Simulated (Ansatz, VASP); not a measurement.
## Cross-check of GaSb between VASP and Ansatz

One calculation is typed for both programs; each brings its own data sets and cutoff. How far apart do they land?

Main program and level: Ansatz 0.2.0; plane waves, with VASP 6.6.1 beside it; relaxation of cell and atoms at PBEsol, spin-orbit coupling and relaxation of cell and atoms at HSE06.

### 1. Set-up

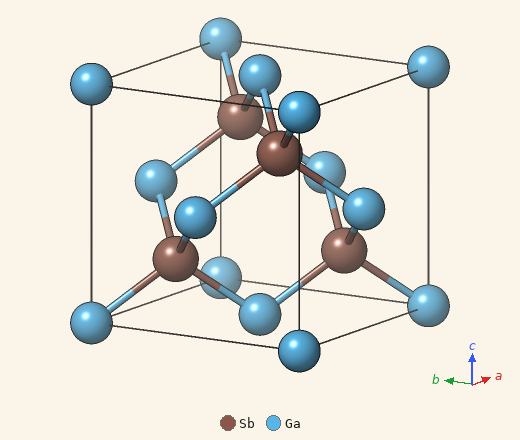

Start, viewed from a free direction; antimony brown, gallium blue. This picture shows the conventional cell, with its axes. Bonds to atoms that aren't drawn are left out. Some periodic images of atoms are drawn too.

### 2. VASP: relaxation of cell and atoms, PBEsol, spin-orbit coupling

The relaxed volume is the usual yardstick between codes: its relative difference is about their pressure difference at one cell divided by the bulk modulus.

Lines of VASP's logs that name or quote its potential files are left out, and so is its time.

File INCAR:

```
SYSTEM = GaSb
PREC = Accurate
ENCUT = 450
EDIFF = 1E-06
NELM = 100
ISMEAR = 0
SIGMA = 0.03
LREAL = .FALSE.
ALGO = Normal
GGA = PS
LNONCOLLINEAR = .TRUE.
MAGMOM = 0 0 0 0 0 0
NBANDS = 30
GGA_COMPAT = .FALSE.
LASPH = .TRUE.
LSORBIT = .TRUE.
LORBIT = 11
LWAVE = .FALSE.
LCHARG = .FALSE.
KPAR = 8
IBRION = 2
NSW = 50
ISIF = 3
EDIFFG = -0.006
```

File POSCAR:

```
GaSb
1.0
    0.0000000000      3.0779782003      3.0779782003
    3.0779782003      0.0000000000      3.0779782003
    3.0779782003      3.0779782003      0.0000000000
Sb Ga
1 1
Direct
    0.2500000000      0.2500000000      0.2500000000
    0.0000000000      0.0000000000      0.0000000000
```

File KPOINTS:

```
Automatic mesh
0
Gamma
6 6 6
0 0 0
```

Potentials, in the order of the species: Sb and Ga_d (PBE family, release 64).

Command:

```sh
> mpirun -np 8 vasp_ncl
```

Numbers of over 12 decimals in the logs are rounded to 6 here.

Log:

```text
[banner, memory and clock lines left out]
running    8 mpi-ranks, on    1 nodes
 distrk:  each k-point on    1 cores,    8 groups
 distr:  one band on    1 cores,    1 groups

 POSCAR found type information on POSCAR SbGa
 POSCAR found :  2 types and       2 ions
|                                                                             |
|           W    W    AA    RRRRR   N    N  II  N    N   GGGG   !!!           |
|           W    W   A  A   R    R  NN   N  II  NN   N  G    G  !!!           |
|           W    W  A    A  R    R  N N  N  II  N N  N  G       !!!           |
|           W WW W  AAAAAA  RRRRR   N  N N  II  N  N N  G  GGG   !            |
|           WW  WW  A    A  R   R   N   NN  II  N   NN  G    G                |
|           W    W  A    A  R    R  N    N  II  N    N   GGGG   !!!           |
|                                                                             |
|     For optimal performance we recommend to set                             |
|       NCORE = 2 up to number-of-cores-per-socket                            |
|     NCORE specifies how many cores store one orbital (NPAR=cpu/NCORE).      |
|     This setting can greatly improve the performance of VASP for DFT.       |
|     The default, NCORE=1 might be grossly inefficient on modern             |
|     multi-core architectures or massively parallel machines. Do your        |
|     Unfortunately you need to use the default for GW and RPA                |
|     calculations (for HF NCORE is supported but not extensively tested      |
|     yet).                                                                   |
|                                                                             |

|                                                                             |
|               ----> ADVICE to this user running VASP <----                  |
|                                                                             |
|     You enforced a specific xc type in the INCAR file but a different       |
|     [... a line on the potential file left out ...]
|     I HOPE YOU KNOW WHAT YOU ARE DOING!                                     |
|                                                                             |

 LDA part: xc-table for (Slater+PW92), standard interpolation
 POSCAR, INCAR and KPOINTS ok, starting setup
 FFT: planning ... GRIDC
 FFT: planning ... GRID_SOFT
 FFT: planning ... GRID
 WAVECAR not read
 entering main loop
       N       E                     dE             d eps       ncg     rms          rms(c)
DAV:   1     0.117082448658E+03    0.11708E+03   -0.73714E+03  1408   0.137E+03
DAV:   2     0.635917656880E+01   -0.11072E+03   -0.10560E+03  1442   0.384E+02
DAV:   3    -0.783615855001E+01   -0.14195E+02   -0.14046E+02  1592   0.104E+02
DAV:   4    -0.827719155799E+01   -0.44103E+00   -0.44032E+00  1580   0.205E+01
DAV:   5    -0.828783284643E+01   -0.10641E-01   -0.10640E-01  1632   0.306E+00    0.348E+00
DAV:   6    -0.821291805478E+01    0.74915E-01   -0.88531E-02  1918   0.524E+00    0.201E+00
DAV:   7    -0.818885377749E+01    0.24064E-01   -0.35916E-02  1562   0.168E+00    0.126E+00
DAV:   8    -0.818750391926E+01    0.13499E-02   -0.52615E-03  1542   0.591E-01    0.260E-01
DAV:   9    -0.818782561720E+01   -0.32170E-03   -0.76551E-04  1510   0.299E-01    0.593E-02
DAV:  10    -0.818797681077E+01   -0.15119E-03   -0.15806E-04  1516   0.108E-01    0.164E-02
DAV:  11    -0.818801450239E+01   -0.37692E-04   -0.40359E-05  1454   0.501E-02    0.977E-03
DAV:  12    -0.818801456208E+01   -0.59691E-07   -0.23617E-06  1606   0.149E-02
   1 F= -.81880146E+01 E0= -.81879362E+01  d E =-.818801E+01  mag=    -0.0000    -0.0000     0.0000
[...]
2 F= -.81905382E+01 E0= -.81904598E+01  d E =-.252361E-02  mag=    -0.0000     0.0000    -0.0000
[...]
3 F= -.81908818E+01 E0= -.81908034E+01  d E =-.286723E-02  mag=     0.0000    -0.0000     0.0000
[...]
4 F= -.81908616E+01 E0= -.81907833E+01  d E =-.284708E-02  mag=     0.0000    -0.0000     0.0000
[...]
5 F= -.81908800E+01 E0= -.81908016E+01  d E =-.286544E-02  mag=    -0.0000     0.0000     0.0000
[...]
6 F= -.81908758E+01 E0= -.81907974E+01  d E =-.286123E-02  mag=    -0.0000    -0.0000     0.0000
 curvature:  -0.20 expect dE=-0.700E-05 dE for cont linesearch -0.700E-05
 ZBRENT: accuracy reached
 trial: gam=-0.06329 g(F)=  0.622E-46 g(S)=  0.356E-04 ort = 0.525E-03 (trialstep = 0.942E+00)
 search vector abs. value=  0.164E-06
 bond charge predicted
       N       E                     dE             d eps       ncg     rms          rms(c)
DAV:   1    -0.819087816737E+01   -0.18755E-05   -0.21096E-05  1820   0.762E-02    0.720E-03
DAV:   2    -0.819087693925E+01    0.12281E-05   -0.27799E-06  1212   0.304E-02    0.330E-03
DAV:   3    -0.819087671093E+01    0.22832E-06   -0.38206E-07   728   0.993E-03
   7 F= -.81908767E+01 E0= -.81907984E+01  d E =-.921281E-06  mag=     0.0000     0.0000     0.0000
 trial-energy change:   -0.000001  1 .order   -0.000001   -0.000002   -0.000000
 step:   0.9735(harm=  0.9735)  dis= 0.00000  next Energy=    -8.190877 (dE=-0.118E-05)
 reached required accuracy - stopping structural energy minimisation
```

Parts of OUTCAR (step 2):

```text
ion  position               nearest neighbor table
   1  0.250  0.250  0.250-   2 2.67   2 2.67   2 2.67   2 2.67
   2  0.000  0.000  0.000-   1 2.67   1 2.67   1 2.67   1 2.67

  LATTYP: Found a face centered cubic cell.
 ALAT       =     6.1559564006

 Subroutine GETGRP returns: Found 24 space group operations
 (whereof 24 operations were pure point group operations)

The static configuration has the point symmetry T_d .

 Found     22 irreducible k-points:

   k-points           NKPTS =     22   k-points in BZ     NKDIM =     22   number of bands    NBANDS=     30

   dimension x,y,z NGX =    30 NGY =   30 NGZ =   30
   dimension x,y,z NGXF=    60 NGYF=   60 NGZF=   60

   ENCUT  =  450.0 eV  33.07 Ry    5.75 a.u.   7.53  7.53  7.53*2*pi/ulx,y,z

   NELECT =      18.0000    total number of electrons

 k-points in reciprocal lattice and weights: Automatic mesh
   0.00000000  0.00000000  0.00000000       0.005
   0.16666667  0.00000000  0.00000000       0.019
  -0.16666667  0.00000000  0.00000000       0.019
   0.33333333  0.00000000  0.00000000       0.019
  -0.33333333  0.00000000  0.00000000       0.019
   0.50000000  0.00000000  0.00000000       0.019
   0.16666667  0.16666667  0.00000000       0.028
   0.33333333  0.16666667  0.00000000       0.056
  -0.33333333 -0.16666667  0.00000000       0.056
[...]
-0.33333333  0.33333333  0.16666667       0.111
  -0.33333333  0.50000000  0.16666667       0.056

 average (electrostatic) potential at core
       1 -87.4576       2 -65.5583

 E-fermi :   4.9475

 k-point     1 :       0.0000    0.0000    0.0000
  band No.  band energies     occupation
    ...
     12      -6.7649      1.00000
     13       4.2545      1.00000
     14       4.2545      1.00000
     15       4.7058      1.00000
     16       4.7058      1.00000
     17       4.9475      0.50000
     18       4.9475      0.50000
     19       4.9475      0.50000
     20       4.9475      0.50000
     21       7.3375      0.00000
    ...

 k-point     2 :       0.1667    0.0000    0.0000
  band No.  band energies     occupation
    ...
     14       1.9794      1.00000
     15       4.0953      1.00000
     16       4.0953      1.00000
     17       4.5235      1.00000
     18       4.5241      1.00000
     19       5.6955      0.00000
     20       5.6955      0.00000
     21       7.9333      0.00000
     22       7.9333      0.00000
     23       8.0960      0.00000
    ...

 k-point     3 :      -0.1667    0.0000    0.0000
  band No.  band energies     occupation
    ...
     14       1.9794      1.00000
     15       4.0953      1.00000
     16       4.0953      1.00000
     17       4.5235      1.00000
     18       4.5241      1.00000
     19       5.6955      0.00000
     20       5.6955      0.00000
     21       7.9333      0.00000
     22       7.9333      0.00000
     23       8.0960      0.00000
    ...

  Total       -0.0007102     -0.0007102     -0.0007102      0.0000000      0.0000000      0.0000000
  in kB       -0.0198438     -0.0198438     -0.0198438      0.0000000      0.0000000      0.0000000
  external PRESSURE =      -0.0198438 kB  Pullay stress =       0.0000000 kB

  energy-cutoff  :      450.00
  volume of cell :       57.34
      direct lattice vectors                 reciprocal lattice vectors
     0.000000000  3.060601895  3.060601895    -0.163366559  0.163366559  0.163366559
     3.060601895  0.000000000  3.060601895     0.163366559 -0.163366559  0.163366559
     3.060601895  3.060601895  0.000000000     0.163366559  0.163366559 -0.163366559

 POSITION                                       TOTAL-FORCE (eV/Angst)
 -----------------------------------------------------------------------------------
      1.53030      1.53030      1.53030        -0.000000      0.000000      0.000000
      0.00000      0.00000      0.00000         0.000000     -0.000000     -0.000000
 -----------------------------------------------------------------------------------
    total drift:                                0.000000      0.000000      0.000000

  FREE ENERGIE OF THE ION-ELECTRON SYSTEM (eV)
  ---------------------------------------------------
  free  energy   TOTEN  =        -8.1908767109 eV

  energy  without entropy=       -8.1907199916  energy(sigma->0) =       -8.19079835

 reached required accuracy - stopping structural energy minimisation

 Spin-Orbit-Coupling matrix elements
 Ion:    1  E_soc:     -0.1259193
 Ion:    2  E_soc:     -0.0123138

 total charge
# of ion       s       p       d       tot
------------------------------------------
    1        1.130   1.340   0.027   2.497
    2        0.909   0.765   9.963  11.636
--------------------------------------------------
tot          2.039   2.105   9.990  14.133

 magnetization (x)
# of ion       s       p       d       tot
------------------------------------------
    1        0.000  -0.000   0.000  -0.000
    2       -0.000   0.000   0.000   0.000
--------------------------------------------------
tot         -0.000   0.000   0.000   0.000

 magnetization (y)
# of ion       s       p       d       tot
------------------------------------------
    1        0.000   0.000   0.000   0.000
    2        0.000   0.000   0.000   0.000
--------------------------------------------------
tot          0.000   0.000   0.000   0.000

 magnetization (z)
# of ion       s       p       d       tot
------------------------------------------
    1       -0.000  -0.000   0.000  -0.000
    2        0.000  -0.000   0.000  -0.000
--------------------------------------------------
tot          0.000  -0.000   0.000  -0.000

[... 3 further parts left out ...]
```

CONTCAR:

```
GaSb
   1.00000000000000
     0.0000000000000000    3.0606018950142704    3.0606018950142704
     3.0606018950142704    0.0000000000000000    3.0606018950142704
     3.0606018950142704    3.0606018950142704    0.0000000000000000
  Sb              Ga
     1     1
Direct
     0.2500000000000000    0.2500000000000000    0.2500000000000000
     0.0000000000000000    0.0000000000000000    0.0000000000000000
```

[end of part 1 of 2]

[Lines on the potential files, build, host, timing and source positions are cut from VASP's logs without a mark.]

[Logs are printed without paths, hosts, clocks, repeated set-up lines and the standing remarks that a program may print on its own settings, such as how far it seeks lower states.]

[Hosts, paths, dates, database ids (printed as entryN), source tags and the programs' standing remarks are cut or masked in the printed files.]
